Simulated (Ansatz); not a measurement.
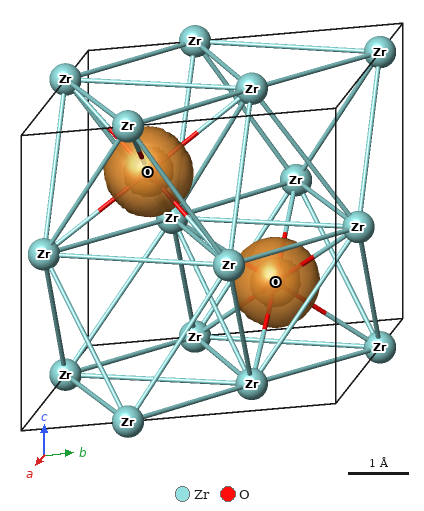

The picture shows: Zr3O. Isosurface of the ELF at 0.75 (orange), seen slightly off an axis. Only the valence region is drawn (cores and ρ < 0.01 e/Å³ removed). Sticks mark near contacts.

Space group P6₃22.

These are results of DFT PBEsol, scalar-relativistic, plane waves, PAW (Ansatz), not measurements.

Core electrons are frozen (PAW), and the valence fields are smoothed inside the atomic spheres.

```
Zr O
1.0
     5.58339    0.00000    0.00000
    -2.79170    4.83536    0.00000
     0.00000    0.00000    5.15593
Zr O
6 2
Direct
  0.33939 0.00000 0.00000
  0.33939 0.33939 0.50000
  0.00000 0.33939 0.00000
  0.66061 0.00000 0.50000
  0.66061 0.66061 0.00000
  0.00000 0.66061 0.50000
  0.33333 0.66667 0.25000
  0.66667 0.33333 0.75000
```

Question: What do the ELF domains correspond to?

Answer: The surface consists of two regions wrapped around O (the valence shell of each), counted in one cell of 8 atoms. Regions shared between cells count once.

Values along the shortest contacts:
Zr–O (2.25 Å): the ELF peaks at about 0.80 in the valence shell of O, 0.6 Å from its nucleus, and drops to about 0.10 between the two atoms: no localised pair shows between them. Zr–Zr (3.14 Å): the ELF is about 0.15 at the midpoint (no shared electron pair shows on this line).

Question: Does the calculation give a band gap?

Answer: It is metallic or semimetallic at this level of theory: no gap opens.
